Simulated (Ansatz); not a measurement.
## Ta: geometry relaxation (part 2 of 2)

Continued. System: Ta (R-3m, 1 atom in the cell). Method: DFT PBE, scalar-relativistic, plane waves, PAW, no spin polarisation (Ansatz 0.2.0); cutoff 420 eV, 12×12×14 k-mesh, Gaussian smearing of 0.1 eV. The structure derives from an entry of the Crystallography Open Database. It belongs to a series of runs on one base structure; here: film's bulk on the substrate's plane, third vector and atoms relaxed.

Geometry of the input (Å; fractional positions):
```
2.9076  0.0000  0.0000
-1.4538  2.5181  0.0000
1.4538  0.8394  2.5173
Ta 0.0000  0.0000  0.0000
```

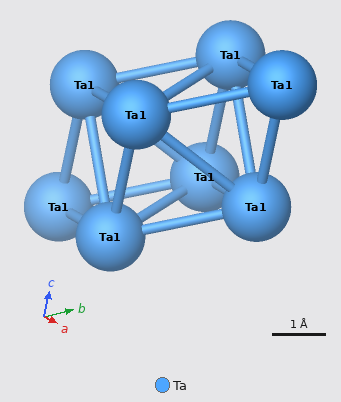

Fig. 1: The geometry at step 4 of the log (ball-and-stick view of the reduced cell, seen slightly off an axis; atoms are numbered from 1 in the order of the input).

## Output, continued
```
SCF iter   1: F=—  HF=-9932.137082 eV  |F-HF|=—  |Δ(HF+E_count)|=         —  Δρ=7.11e-3  dr2=5.02e-3  ethr=3.83e-5  ⟨swp⟩=1.1  Hψ=47552  notcnv=0
preconditioner: auto → none  [metal: Δε(μ)=0.003 eV  Ē_g=8.292 eV  σ=0.100 eV  W_gap=0.02  n_scr=4 (ndim 8)  ℏωp=19.6 eV  f_vac=0.000  D(μ)=0.85/eV (n_scr^D=12)]
SCF iter   2: F=—  HF=-9932.136564 eV  |F-HF|=—  |Δ(HF+E_count)|=   5.17e-4  Δρ=3.25e-3  dr2=7.79e-4  ethr=3.83e-5  ⟨swp⟩=1.0  Hψ=6094  notcnv=0
SCF iter   3: F=—  HF=-9932.136671 eV  |F-HF|=—  |Δ(HF+E_count)|=   1.06e-4  Δρ=5.73e-4  dr2=2.40e-5  ethr=5.99e-6  ⟨swp⟩=1.0  Hψ=6094  notcnv=0
SCF iter   4: F=—  HF=-9932.136675 eV  |F-HF|=—  |Δ(HF+E_count)|=   4.27e-6  Δρ=3.67e-5  dr2=1.42e-7  ethr=1.85e-7  ⟨swp⟩=1.8  Hψ=7587  notcnv=0
SCF iter   5: F=-9932.136675 eV  HF=-9932.136675 eV  |F-HF|=3.15e-9  |Δ(HF+E_count)|=   1.67e-8  Δρ=1.24e-5  dr2=5.67e-9  ethr=7.69e-10  ⟨swp⟩=5.2  Hψ=28466  notcnv=0
SCF 8 converged in 5 iterations: F = -9932.136675 eV  dr2 = 5.67e-9
relax step   8: F+E_penalty+E_count = -9932.13667484 eV  Δ(F+E_penalty+E_count) = -2.897e-2 eV  max|allowed force component| = 0.000e0 eV/Å  Δτ_max = 0.0000 Å  P = +6.693 GPa  Ω = 17.991 Å³  energy of the carried Pulay correction = +1.642e-4 eV  fix = [a, b, gamma]  reactions: a +1.676, b +14.814 GPa; gamma +7.585 GPa/rad  (5 SCF iters, dr2 threshold 1.00e-7 eV, accepted)
Crystal: 1 atoms, lattice volume = 18.172 Å³
Basis set: ecut = 420 eV, 357 PW (Γ), exchange–correlation on 40×40×48 points (8 copies of the dense FFT grid, shifted against one another)
iter 1 solved again at ethr=2.28e-6 eV; its pass at ethr=3.10e-3 eV (dr2=2.97e-4 eV) is discarded
SCF iter   1: F=—  HF=-9932.139115 eV  |F-HF|=—  |Δ(HF+E_count)|=         —  Δρ=1.42e-3  dr2=3.56e-4  ethr=2.28e-6  ⟨swp⟩=1.9  Hψ=42558  notcnv=0
preconditioner: auto → none  [metal: Δε(μ)=0.007 eV  Ē_g=8.209 eV  σ=0.100 eV  W_gap=0.04  n_scr=4 (ndim 8)  ℏωp=19.5 eV  f_vac=0.000  D(μ)=0.82/eV (n_scr^D=12)]
SCF iter   2: F=—  HF=-9932.139004 eV  |F-HF|=—  |Δ(HF+E_count)|=   1.11e-4  Δρ=4.88e-4  dr2=2.29e-5  ethr=2.28e-6  ⟨swp⟩=2.0  Hψ=7610  notcnv=0
SCF iter   3: F=—  HF=-9932.139002 eV  |F-HF|=—  |Δ(HF+E_count)|=   2.42e-6  Δρ=1.34e-4  dr2=1.06e-6  ethr=1.76e-7  ⟨swp⟩=1.6  Hψ=6970  notcnv=0
SCF iter   4: F=-9932.139002 eV  HF=-9932.139002 eV  |F-HF|=6.60e-10  |Δ(HF+E_count)|=   4.25e-7  Δρ=4.97e-6  dr2=2.62e-9  ethr=7.69e-10  ⟨swp⟩=5.5  Hψ=29008  notcnv=0
SCF 9 converged in 4 iterations: F = -9932.139002 eV  dr2 = 2.62e-9
relax step   9: F+E_penalty+E_count = -9932.13900236 eV  Δ(F+E_penalty+E_count) = -2.328e-3 eV  max|allowed force component| = 0.000e0 eV/Å  Δτ_max = 0.0000 Å  P = +4.646 GPa  Ω = 18.172 Å³  energy of the carried Pulay correction = +9.332e-5 eV  fix = [a, b, gamma]  reactions: a +0.295, b +13.326 GPa; gamma +7.523 GPa/rad  (4 SCF iters, dr2 threshold 1.00e-7 eV, accepted)
Crystal: 1 atoms, lattice volume = 18.187 Å³
iter 1 solved again at ethr=1.05e-8 eV; its pass at ethr=3.10e-3 eV (dr2=1.37e-6 eV) is discarded
SCF iter   1: F=—  HF=-9932.139016 eV  |F-HF|=—  |Δ(HF+E_count)|=         —  Δρ=1.10e-4  dr2=2.17e-6  ethr=1.05e-8  ⟨swp⟩=2.4  Hψ=42177  notcnv=0
preconditioner: auto → none  [metal: Δε(μ)=0.011 eV  Ē_g=8.202 eV  σ=0.100 eV  W_gap=0.06  n_scr=4 (ndim 8)  ℏωp=19.5 eV  f_vac=0.000  D(μ)=0.82/eV (n_scr^D=12)]
SCF iter   2: F=—  HF=-9932.139014 eV  |F-HF|=—  |Δ(HF+E_count)|=   1.34e-6  Δρ=3.73e-5  dr2=1.34e-7  ethr=1.05e-8  ⟨swp⟩=2.5  Hψ=8728  notcnv=0
SCF iter   3: F=-9932.139014 eV  HF=-9932.139014 eV  |F-HF|=3.04e-9  |Δ(HF+E_count)|=   1.92e-9  Δρ=1.04e-5  dr2=5.96e-9  ethr=7.69e-10  ⟨swp⟩=4.3  Hψ=18707  notcnv=0
SCF 10 converged in 3 iterations: F = -9932.139014 eV  dr2 = 5.96e-9
relax step  10: F+E_penalty+E_count = -9932.13901418 eV  Δ(F+E_penalty+E_count) = -1.183e-5 eV  max|allowed force component| = 0.000e0 eV/Å  Δτ_max = 0.0000 Å  P = +4.476 GPa  Ω = 18.187 Å³  energy of the carried Pulay correction = +8.728e-5 eV  fix = [a, b, gamma]  reactions: a +0.180, b +13.205 GPa; gamma +7.520 GPa/rad  (3 SCF iters, dr2 threshold 1.00e-7 eV, accepted)
Initial wavefunctions: pseudopotential atomic-orbital guess (no wavefunctions were taken with the density)
iter 1 solved again at ethr=1.25e-7 eV; its pass at ethr=3.10e-3 eV (dr2=1.63e-5 eV) is discarded
SCF iter   1: F=—  HF=-9932.140560 eV  |F-HF|=—  |Δ(HF+E_count)|=         —  Δρ=6.61e-4  dr2=4.02e-6  ethr=1.25e-7  ⟨swp⟩=3.0  Hψ=48843  notcnv=0
preconditioner: auto → none  [metal: Δε(μ)=0.011 eV  Ē_g=8.201 eV  σ=0.100 eV  W_gap=0.06  n_scr=4 (ndim 8)  ℏωp=19.5 eV  f_vac=0.000  D(μ)=0.82/eV (n_scr^D=12)]
SCF iter   2: F=—  HF=-9932.140630 eV  |F-HF|=—  |Δ(HF+E_count)|=   7.01e-5  Δρ=3.29e-4  dr2=9.36e-7  ethr=3.09e-8  ⟨swp⟩=1.0  Hψ=6094  notcnv=0
SCF iter   3: F=—  HF=-9932.140653 eV  |F-HF|=—  |Δ(HF+E_count)|=   2.36e-5  Δρ=8.06e-6  dr2=1.94e-9  ethr=7.20e-9  ⟨swp⟩=2.4  Hψ=9066  notcnv=0
SCF iter   4: F=—  HF=-9932.140653 eV  |F-HF|=—  |Δ(HF+E_count)|=   1.20e-8  Δρ=1.18e-6  dr2=9.06e-11  ethr=1.49e-11  ⟨swp⟩=2.1  Hψ=8988  notcnv=0
SCF iter   5: F=-9932.140653 eV  HF=-9932.140653 eV  |F-HF|=5.46e-12  |Δ(HF+E_count)|=  5.46e-11  Δρ=2.06e-7  dr2=2.00e-12  ethr=1.00e-12  ⟨swp⟩=4.6  Hψ=19855  notcnv=0
SCF 11 converged in 5 iterations: F = -9932.140653 eV  dr2 = 2.00e-12
relax step  11: F+E_penalty+E_count = -9932.14065341 eV  Δ(F+E_penalty+E_count) = -1.639e-3 eV  max|allowed force component| = 0.000e0 eV/Å  Δτ_max = 0.0000 Å  P = +4.506 GPa  Ω = 18.187 Å³  fix = [a, b, gamma]  reactions: a +0.244, b +13.206 GPa; gamma +7.484 GPa/rad  stress off target by 1.23e-1 GPa on what of the cell is left free  SCF on the basis re-selected at this cell (its energy is not comparable with the rows above)  (5 SCF iters)
basis re-selected at this cell: Δ(F+E_penalty+E_count) = -1.639e-3 eV, ΔP = +0.030 GPa vs the last step (what re-selecting the basis moved, of the pressure what is left beyond the Pulay correction that the steps carried, after the strain that the cell walked since its last selection, with what the two solves' SCF thresholds leave and, on support functions, any second-order correction that the steps lacked; it is no measure of the basis error at this ecutwfc). This SCF's stress stands 1.23e-1 GPa from its target on what of the cell is left free (relax.cell.stress_tol is 1.00e-1 GPa) and its largest allowed force component is 0.00e0 eV/Å (relax.f_tol is 1.00e-2 eV/Å): not within both, so this SCF does not close the relaxation
Crystal: 1 atoms, lattice volume = 18.191 Å³
iter 1 solved again at ethr=1.11e-8 eV; its pass at ethr=3.10e-3 eV (dr2=1.45e-6 eV) is discarded
SCF iter   1: F=—  HF=-9932.140661 eV  |F-HF|=—  |Δ(HF+E_count)|=         —  Δρ=1.14e-4  dr2=1.02e-6  ethr=1.11e-8  ⟨swp⟩=3.5  Hψ=44180  notcnv=0
preconditioner: auto → none  [metal: Δε(μ)=0.019 eV  Ē_g=8.199 eV  σ=0.100 eV  W_gap=0.10  n_scr=4 (ndim 8)  ℏωp=19.5 eV  f_vac=0.000  D(μ)=0.82/eV (n_scr^D=12)]
SCF iter   2: F=—  HF=-9932.140660 eV  |F-HF|=—  |Δ(HF+E_count)|=   6.47e-7  Δρ=5.53e-5  dr2=2.24e-7  ethr=7.87e-9  ⟨swp⟩=1.0  Hψ=6094  notcnv=0
SCF iter   3: F=-9932.140660 eV  HF=-9932.140660 eV  |F-HF|=9.82e-11  |Δ(HF+E_count)|=   2.80e-8  Δρ=3.78e-6  dr2=1.40e-9  ethr=2.91e-10  ⟨swp⟩=3.1  Hψ=20470  notcnv=0
SCF 12 converged in 3 iterations: F = -9932.140660 eV  dr2 = 1.40e-9
relax step  12: F+E_penalty+E_count = -9932.14066036 eV  Δ(F+E_penalty+E_count) = -6.953e-6 eV  max|allowed force component| = 0.000e0 eV/Å  Δτ_max = 0.0000 Å  P = +4.465 GPa  Ω = 18.191 Å³  energy of the carried Pulay correction = -1.311e-6 eV  fix = [a, b, gamma]  reactions: a +0.218, b +13.174 GPa; gamma +7.480 GPa/rad  (3 SCF iters, dr2 threshold 3.78e-8 eV, accepted)
iter 1 solved again at ethr=6.08e-8 eV; its pass at ethr=3.10e-3 eV (dr2=7.91e-6 eV) is discarded
SCF iter   1: F=—  HF=-9932.140662 eV  |F-HF|=—  |Δ(HF+E_count)|=         —  Δρ=3.82e-6  dr2=1.37e-9  ethr=6.08e-8  ⟨swp⟩=3.1  Hψ=50653  notcnv=0
eigensolver tolerance schedule: the retry pair's looser diagonalisation over-reported the residual by 5762.66 of it (diagonalisation noise at 0.13 of the residual, at the tolerance the schedule requests for it); recorded, not acted on — ethr = c·dr2/N_el stays at c = 1.0e-1
preconditioner: auto → none  [metal: Δε(μ)=0.019 eV  Ē_g=8.199 eV  σ=0.100 eV  W_gap=0.11  n_scr=4 (ndim 8)  ℏωp=19.5 eV  f_vac=0.000  D(μ)=0.82/eV (n_scr^D=12)]
SCF iter   2: F=—  HF=-9932.140662 eV  |F-HF|=—  |Δ(HF+E_count)|=   1.80e-7  Δρ=1.81e-6  dr2=2.24e-10  ethr=1.06e-11  ⟨swp⟩=2.9  Hψ=10251  notcnv=0
SCF iter   3: F=-9932.140662 eV  HF=-9932.140662 eV  |F-HF|=3.64e-12  |Δ(HF+E_count)|=  1.69e-10  Δρ=3.73e-7  dr2=9.86e-12  ethr=1.00e-12  ⟨swp⟩=5.5  Hψ=25487  notcnv=0
SCF 13 converged in 3 iterations: F = -9932.140662 eV  dr2 = 9.86e-12
relax step  13: F+E_penalty+E_count = -9932.14066177 eV  Δ(F+E_penalty+E_count) = -1.411e-6 eV  max|allowed force component| = 0.000e0 eV/Å  Δτ_max = 0.0000 Å  P = +4.465 GPa  Ω = 18.191 Å³  fix = [a, b, gamma]  reactions: a +0.218, b +13.174 GPa; gamma +7.480 GPa/rad  stress off target by 4.54e-3 GPa on what of the cell is left free  SCF on the basis re-selected at this cell (its energy is not comparable with the rows above)  (3 SCF iters)
```

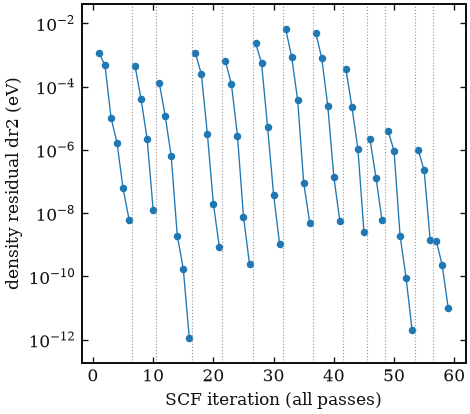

Fig. 2: Convergence of the self-consistent field: density residual dr2 against the SCF iteration. The dotted lines part the SCF passes of the relaxation: geometry steps, rejected trials and re-solves on a re-selected basis. The 13 passes take 3 to 6 iterations each, 59 in all.

```
basis re-selected at this cell: Δ(F+E_penalty+E_count) = -1.411e-6 eV, ΔP = +0.000 GPa vs the last step (what re-selecting the basis moved, of the pressure what is left beyond the Pulay correction that the steps carried, after the strain that the cell walked since its last selection, with what the two solves' SCF thresholds leave and, on support functions, any second-order correction that the steps lacked; it is no measure of the basis error at this ecutwfc). This SCF's stress stands 4.54e-3 GPa from its target on what of the cell is left free (relax.cell.stress_tol is 1.00e-1 GPa) and its largest allowed force component is 0.00e0 eV/Å (relax.f_tol is 1.00e-2 eV/Å): within both
SCF converged after 3 iterations
Free energy (F): -9932.140662 eV
Harris-Foulkes:  -9932.140662 eV  (|F-HF|=3.64e-12)
Internal energy: -9932.136547 eV  (E = F + TS)
E sigma→0 (E₀):  -9932.138604 eV
Entropy (-TS):   -0.004115 eV (-4.115 meV/atom)
Fermi energy:    18.653404 eV
--- Per-component energies (eV) ---
  E_band       = -106.197405
  E_kinetic    = 366.112385
  E_local      = -557.393681  (includes V_loc(G=0)·N_el)
  E_nonlocal   = 14.874622
  E_hartree    = 193.649268
  E_xc         = -218.501871
  E_vxc        = -204.102420  (∫ρ·V_xc dr)
  E_paw        = -8396.658160  (= ΣΔE_a)
  E_vpaw       = -112.986940  (= ΣTr[D̂ρ^β])
  E_aug_tail   = 0.000131  (compensation charges beyond the density's cutoff)
  E_ewald      = -1334.219241
  E_smearing   = -0.004115  (= −TS)
  E_closure    = 0.000000  (closes the sum)
  Σ components = -9932.140662   (vs F -9932.140662, Δ=0.00e0)
--- Forces (eV/Å), atoms counted from 1 ---
  atom   1  Ta     0.00000000     0.00000000     0.00000000
  max |Σ_I F_I| component: 0.00e0 eV/Å
--- Stress (GPa, compression-positive) ---
        1.873480      -8.425790      -0.434193
       -8.425790      11.602744      -0.250681
       -0.434193      -0.250681      -0.079980
  P = ⅓ Tr σ = 4.4654 GPa (44.654 kbar)
--- Band table (eV; the first three rows and the last of 554) ---
  k-point 0: bands = ["-48.6702", "-14.6943", "-14.6413", "-14.5317", "10.5816", "17.7060", "20.2655", "20.3618", "20.5634", "23.8125", "32.0420"]
  k-point 1: bands = ["-48.6654", "-14.7030", "-14.6906", "-14.5444", "10.7788", "17.7558", "20.0996", "20.4730", "20.5530", "23.6808", "32.2858"]
  k-point 2: bands = ["-48.6518", "-14.8732", "-14.6803", "-14.5799", "11.3344", "17.8579", "19.7645", "20.2345", "21.1101", "23.3527", "32.8066"]
  k-point 553: bands = ["-48.5825", "-15.7696", "-14.7526", "-14.5798", "13.9356", "18.9735", "19.0182", "20.1127", "22.3702", "25.7659", "29.0548"]
--- Relaxed structure (11 steps of the walk, 10 accepted, 2 SCFs on fresh bases) ---
  F+E_penalty+E_count = -9932.14066177 eV   max|allowed force component| = 0.000e0 eV/Å   (the final SCF, on the basis selected at the relaxed cell)
  cell:  # Å, volume = 18.1906 Å³
    - [2.8779139357585386, -0.01716689216224039, 0.41440654447762687]
    - [-1.4538239325934212, 2.5180969165113956, 1.667179722777946e-11]
    - [1.7927800850283289, 1.0350620646699427, 2.864205550040942]
  atoms:
    - { symbol: Ta, position: [0.0, 0.0, 0.0] }
```

## Trajectory as extended XYZ (Å, eV, eV/Å), 13 frames, from step=1 to step=13
```
1
Lattice="2.9076 0.0000 0.0000 -1.4538 2.5181 0.0000 1.4538 0.8394 2.5173" Properties=species:S:1:pos:R:3:forces:R:3 step=1 energy=-9931.99679 pressure_GPa=4.20
Ta    0.0000    0.0000    0.0000    0.0000   0.0000   0.0000
1
Lattice="2.9076 -0.0000 0.0066 -1.4538 2.5181 0.0000 1.4595 0.8427 2.5547" Properties=species:S:1:pos:R:3:forces:R:3 step=2 energy=-9931.99653 pressure_GPa=1.57 accepted=F
Ta    0.0000    0.0000    0.0000    0.0000   0.0000   0.0000
1
Lattice="2.9076 -0.0000 0.0063 -1.4538 2.5181 0.0000 1.4593 0.8425 2.5354" Properties=species:S:1:pos:R:3:forces:R:3 step=3 energy=-9931.99740 pressure_GPa=3.07
Ta    0.0000    0.0000    0.0000    0.0000   0.0000   0.0000
1
Lattice="2.9071 -0.0003 0.0543 -1.4538 2.5181 0.0000 1.5005 0.8663 2.5937" Properties=species:S:1:pos:R:3:forces:R:3 step=4 energy=-9932.00062 pressure_GPa=1.04
Ta    0.0000    0.0000    0.0000    0.0000   0.0000   0.0000
1
Lattice="2.9063 -0.0008 0.0874 -1.4538 2.5181 0.0000 1.5286 0.8826 2.6141" Properties=species:S:1:pos:R:3:forces:R:3 step=5 energy=-9932.00929 pressure_GPa=1.24
Ta    0.0000    0.0000    0.0000    0.0000   0.0000   0.0000
1
Lattice="2.9029 -0.0027 0.1661 -1.4538 2.5181 0.0000 1.5944 0.9206 2.6878" Properties=species:S:1:pos:R:3:forces:R:3 step=6 energy=-9932.04282 pressure_GPa=0.04
Ta    0.0000    0.0000    0.0000    0.0000   0.0000   0.0000
1
Lattice="2.8938 -0.0080 0.2835 -1.4538 2.5181 0.0000 1.6900 0.9757 2.7535" Properties=species:S:1:pos:R:3:forces:R:3 step=7 energy=-9932.10770 pressure_GPa=2.42
Ta    0.0000    0.0000    0.0000    0.0000   0.0000   0.0000
1
Lattice="2.8793 -0.0164 0.4048 -1.4538 2.5181 0.0000 1.7854 1.0308 2.8254" Properties=species:S:1:pos:R:3:forces:R:3 step=8 energy=-9932.13667 pressure_GPa=6.69
Ta    0.0000    0.0000    0.0000    0.0000   0.0000   0.0000
1
Lattice="2.8782 -0.0170 0.4121 -1.4538 2.5181 0.0000 1.7910 1.0341 2.8589" Properties=species:S:1:pos:R:3:forces:R:3 step=9 energy=-9932.13900 pressure_GPa=4.65
Ta    0.0000    0.0000    0.0000    0.0000   0.0000   0.0000
1
Lattice="2.8782 -0.0170 0.4125 -1.4538 2.5181 0.0000 1.7913 1.0342 2.8615" Properties=species:S:1:pos:R:3:forces:R:3 step=10 energy=-9932.13901 pressure_GPa=4.48
Ta    0.0000    0.0000    0.0000    0.0000   0.0000   0.0000
1
Lattice="2.8782 -0.0170 0.4125 -1.4538 2.5181 0.0000 1.7913 1.0342 2.8615" Properties=species:S:1:pos:R:3:forces:R:3 step=11 energy=-9932.14065 pressure_GPa=4.51
Ta    0.0000    0.0000    0.0000    0.0000   0.0000   0.0000
1
Lattice="2.8779 -0.0172 0.4144 -1.4538 2.5181 0.0000 1.7928 1.0351 2.8642" Properties=species:S:1:pos:R:3:forces:R:3 step=12 energy=-9932.14066 pressure_GPa=4.47
Ta    0.0000    0.0000    0.0000    0.0000   0.0000   0.0000
1
Lattice="2.8779 -0.0172 0.4144 -1.4538 2.5181 0.0000 1.7928 1.0351 2.8642" Properties=species:S:1:pos:R:3:forces:R:3 step=13 energy=-9932.14066 pressure_GPa=4.47
Ta    0.0000    0.0000    0.0000    0.0000   0.0000   0.0000
```

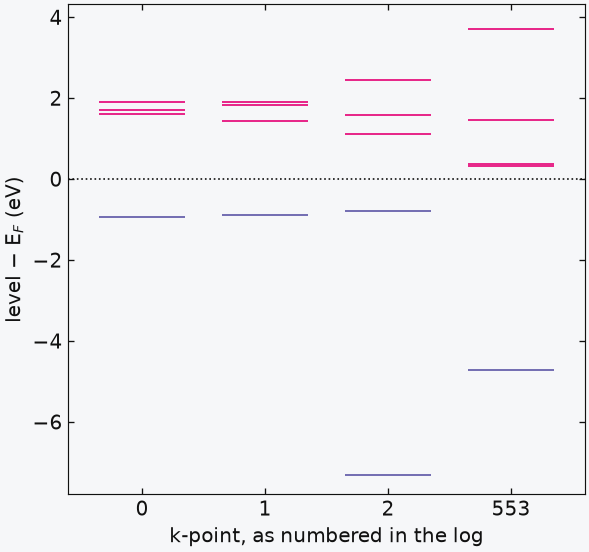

Fig. 3: Kohn–Sham levels near the Fermi level (dotted) at the few k-points that the log prints; levels within 0.02 eV of each other stand side by side. The system is metallic on the full mesh.
